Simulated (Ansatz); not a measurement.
## What a change does: single-point calculation on Ta$_{2}$N

System: Ta$_{2}$N (C2/m, 3 atoms in the cell).
Method of run A: DFT PBE, scalar-relativistic, plane waves, PAW, no spin polarisation (Ansatz 0.2.0).

The structure derives from a Materials Project entry. Text and figures count atoms from 1; the logs count them from 0 in places.

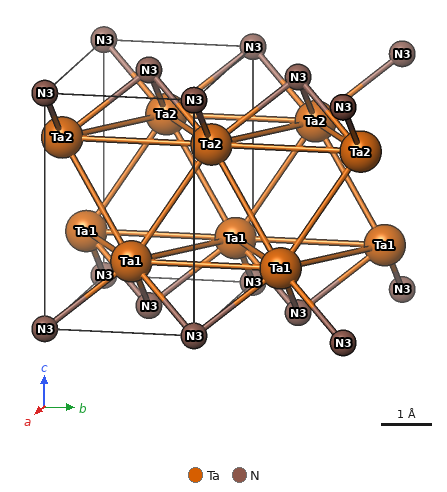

The input geometry (ball-and-stick view of the cell 2 times as large as that of the calculation, set on its symmetry axes, repeated 1 × 2 × 1, seen slightly off an axis; atoms are numbered from 1 in the order of the input). An atom can appear more than once, as a periodic image.

**Input, run A**
```yaml
crystal:
  lattice:
    - [3.1011400556, 0.0, 0.0]
    - [-1.5505700278, 2.6856660688, 0.0]
    - [0.0, 0.0, 4.8818900623]
  atoms:
    - { symbol: Ta, position: [0.7039013777, 0.4078027554, 0.7449050322] }
    - { symbol: Ta, position: [0.2960986223, 0.5921972446, 0.2550949678] }
    - { symbol: "N", position: [0.0, 0.0, 0.0] }
basis:
  ecutwfc: 420
kpoints:
  mp_grid: { grid: [18, 18, 10] }
hamiltonian:
  xc: pbe
scf:
  occupations: { method: gaussian, width: 0.15 }
output:
  forces: true
  stress: true
  eigenvalues: true
```

Launched with:
```bash
ansatz run input.yaml --threads 2 --pin off --max-ram 5120MiB --backend cpu --events-out ev --progress --plain --runs-dir out
```

Hardware: 2 threads of Intel Xeon @ 2.90GHz (Ice Lake), 192 GiB of memory available, shared host.

**Output, shortened to warnings, some set-up lines, iterations and results (run A)**
```
Basis set: ecut = 420 eV, 773 PW (Γ), exchange–correlation on 48×48×72 points (8 copies of the dense FFT grid, shifted against one another)
Symmetry: 4 space group operations
k-points: 866 of 3240
Initial density: superposition of atomic densities (neutral atoms: chi_scale 0, normalization atom), corrected by the library's trained network
[...]
SCF iter   1: F=—  HF=-20250.638173 eV  |F-HF|=—  |Δ(HF+E_count)|=         —  Δρ=6.94e-3  dr2=1.45e-2  ethr=1.77e-3  ⟨swp⟩=5.0  Hψ=76831  notcnv=0
SCF iter   2: F=—  HF=-20250.636434 eV  |F-HF|=—  |Δ(HF+E_count)|=   1.74e-3  Δρ=3.91e-3  dr2=4.14e-3  ethr=4.66e-5  ⟨swp⟩=1.0  Hψ=24251  notcnv=0
SCF iter   3: F=—  HF=-20250.636135 eV  |F-HF|=—  |Δ(HF+E_count)|=   2.99e-4  Δρ=1.10e-3  dr2=7.44e-4  ethr=1.34e-5  ⟨swp⟩=2.3  Hψ=21646  notcnv=0
SCF iter   4: F=—  HF=-20250.636016 eV  |F-HF|=—  |Δ(HF+E_count)|=   1.19e-4  Δρ=2.70e-4  dr2=2.83e-5  ethr=2.40e-6  ⟨swp⟩=2.0  Hψ=23201  notcnv=0
SCF iter   5: F=—  HF=-20250.636021 eV  |F-HF|=—  |Δ(HF+E_count)|=   5.64e-6  Δρ=4.21e-5  dr2=9.18e-7  ethr=9.14e-8  ⟨swp⟩=2.0  Hψ=22932  notcnv=0
SCF iter   6: F=-20250.636021 eV  HF=-20250.636021 eV  |F-HF|=9.93e-9  |Δ(HF+E_count)|=   1.13e-7  Δρ=1.05e-5  dr2=3.97e-8  ethr=3.23e-10  ⟨swp⟩=6.6  Hψ=78531  notcnv=0
SCF 1 converged in 6 iterations: F = -20250.636021 eV  dr2 = 3.97e-8
SCF converged after 6 iterations
Free energy (F): -20250.636021 eV
Harris-Foulkes:  -20250.636021 eV  (|F-HF|=9.93e-9)
Internal energy: -20250.622056 eV  (E = F + TS)
E sigma→0 (E₀):  -20250.629039 eV
Entropy (-TS):   -0.013966 eV (-4.655 meV/atom)
Fermi energy:    19.675137 eV
--- Per-component energies (eV) ---
  E_band       = -176.967490
  E_kinetic    = 866.174046
  E_local      = -1257.113518  (includes V_loc(G=0)·N_el)
  E_nonlocal   = 74.396262
  E_hartree    = 435.979446
  E_xc         = -498.510734
  E_vxc        = -486.526925  (∫ρ·V_xc dr)
  E_paw        = -16921.015369  (= ΣΔE_a)
  E_vpaw       = -245.856877  (= ΣTr[D̂ρ^β])
  E_aug_tail   = 0.000335  (compensation charges beyond the density's cutoff)
  E_ewald      = -2950.532524
  E_smearing   = -0.013966  (= −TS)
  E_closure    = 0.000000  (closes the sum)
  Σ components = -20250.636021   (vs F -20250.636021, Δ=0.00e0)
--- Forces (eV/Å), atoms counted from 1 ---
  atom   1  Ta     0.00000000    -1.52994524    -0.66233425
  atom   2  Ta     0.00000000     1.52994524     0.66233425
  atom   3  N      0.00000000     0.00000000     0.00000000
  max |Σ_I F_I| component: 0.00e0 eV/Å
--- Stress (GPa, compression-positive) ---
        0.239828       0.000000       0.000000
        0.000000       9.643346      11.797640
        0.000000      11.797640       7.306850
  P = ⅓ Tr σ = 5.7300 GPa (57.300 kbar)
```

For run B the input was changed thus:
```diff
-    - { symbol: Ta, position: [0.7039013777, 0.4078027554, 0.7449050322] }
-    - { symbol: Ta, position: [0.2960986223, 0.5921972446, 0.2550949678] }
+    - { symbol: Ta, position: [0.6945926999, 0.3891853999, 0.7449050322] }
+    - { symbol: Ta, position: [0.3054073001, 0.6108146001, 0.2550949678] }
```

Predict how the results change.

With the same functional and potentials, run B lies 43.2 meV per atom lower. The pressure goes from 5.73 to 3.23 GPa. The largest force goes from 1.667 to 1.126 eV/Å. The number of SCF iterations is the same.

**Output, shortened to warnings, some set-up lines, iterations and results (run B)**
```
Basis set: ecut = 420 eV, 773 PW (Γ), exchange–correlation on 48×48×72 points (8 copies of the dense FFT grid, shifted against one another)
Symmetry: 4 space group operations
k-points: 866 of 3240
Initial density: superposition of atomic densities (neutral atoms: chi_scale 0, normalization atom), corrected by the library's trained network
[...]
SCF iter   1: F=—  HF=-20250.767734 eV  |F-HF|=—  |Δ(HF+E_count)|=         —  Δρ=6.27e-3  dr2=1.30e-2  ethr=1.77e-3  ⟨swp⟩=5.0  Hψ=76529  notcnv=0
SCF iter   2: F=—  HF=-20250.766222 eV  |F-HF|=—  |Δ(HF+E_count)|=   1.51e-3  Δρ=3.65e-3  dr2=4.24e-3  ethr=4.18e-5  ⟨swp⟩=1.0  Hψ=24251  notcnv=0
SCF iter   3: F=—  HF=-20250.765839 eV  |F-HF|=—  |Δ(HF+E_count)|=   3.83e-4  Δρ=1.04e-3  dr2=7.14e-4  ethr=1.37e-5  ⟨swp⟩=2.1  Hψ=20272  notcnv=0
SCF iter   4: F=—  HF=-20250.765712 eV  |F-HF|=—  |Δ(HF+E_count)|=   1.27e-4  Δρ=2.81e-4  dr2=2.71e-5  ethr=2.30e-6  ⟨swp⟩=2.0  Hψ=23318  notcnv=0
SCF iter   5: F=—  HF=-20250.765719 eV  |F-HF|=—  |Δ(HF+E_count)|=   7.04e-6  Δρ=4.67e-5  dr2=1.04e-6  ethr=8.73e-8  ⟨swp⟩=2.0  Hψ=22860  notcnv=0
SCF iter   6: F=-20250.765719 eV  HF=-20250.765719 eV  |F-HF|=1.14e-8  |Δ(HF+E_count)|=   1.18e-7  Δρ=1.15e-5  dr2=4.74e-8  ethr=3.23e-10  ⟨swp⟩=6.6  Hψ=79020  notcnv=0
SCF 1 converged in 6 iterations: F = -20250.765719 eV  dr2 = 4.74e-8
SCF converged after 6 iterations
Free energy (F): -20250.765719 eV
Harris-Foulkes:  -20250.765719 eV  (|F-HF|=1.14e-8)
Internal energy: -20250.751754 eV  (E = F + TS)
E sigma→0 (E₀):  -20250.758736 eV
Entropy (-TS):   -0.013965 eV (-4.655 meV/atom)
Fermi energy:    19.684137 eV
--- Per-component energies (eV) ---
  E_band       = -176.996887
  E_kinetic    = 865.428426
  E_local      = -1250.730108  (includes V_loc(G=0)·N_el)
  E_nonlocal   = 74.021135
  E_hartree    = 433.131977
  E_xc         = -498.361087
  E_vxc        = -486.335214  (∫ρ·V_xc dr)
  E_paw        = -16920.835275  (= ΣΔE_a)
  E_vpaw       = -245.645465  (= ΣTr[D̂ρ^β])
  E_aug_tail   = 0.000358  (compensation charges beyond the density's cutoff)
  E_ewald      = -2953.407181
  E_smearing   = -0.013965  (= −TS)
  E_closure    = -0.000000  (closes the sum)
  Σ components = -20250.765719   (vs F -20250.765719, Δ=0.00e0)
--- Forces (eV/Å), atoms counted from 1 ---
  atom   1  Ta     0.00000000    -1.07330218    -0.34114092
  atom   2  Ta     0.00000000     1.07330218     0.34114092
  atom   3  N      0.00000000     0.00000000     0.00000000
  max |Σ_I F_I| component: 5.55e-17 eV/Å
--- Stress (GPa, compression-positive) ---
       -0.055275       0.000000       0.000000
        0.000000       5.913044       7.852162
        0.000000       7.852163       3.844828
  P = ⅓ Tr σ = 3.2342 GPa (32.342 kbar)
```

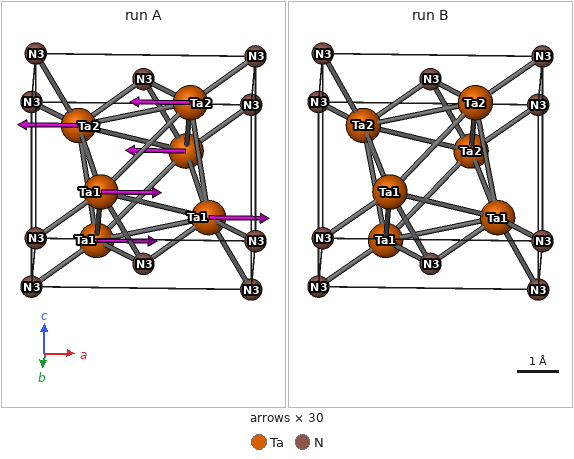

The two input geometries at one scale (ball-and-stick view of the cell 2 times as large as that of the calculation, set on its symmetry axes, seen at an oblique angle). The pink arrows on the first give the shifts of the atoms relative to the cell, magnified 30 times. The largest moves, 0.050 Å, are those of Ta1 and Ta2. N stays in place. The cell stays as it was. Among the contacts that change: Ta1–Ta2 3.243 → 3.176 Å, Ta1–N3 2.020 → 2.060 Å.

**The two runs side by side**

| quantity | run A | run B |
| --- | --- | --- |
| outcome | converged | converged |
| free energy per atom (eV) | −6750.2120 | −6750.2552 |
| energy per atom, smearing taken to zero (eV) | −6750.2097 | −6750.2529 |
| gap on the mesh (eV) | 0.00 | 0.00 |
| pressure (GPa) | 5.73 | 3.23 |
| largest force (eV/Å) | 1.667 | 1.126 |
| SCF iterations | 6 | 6 |
| irreducible k-points | 866 | 866 |
| plane waves at Γ | 773 | 773 |
| wall time (shared host) | 14 s | 15 s |

For both runs: Spin–orbit coupling is left out, which matters for Ta. The cell holds an odd number of electrons but the run has no spin polarisation, so a band is left half filled.
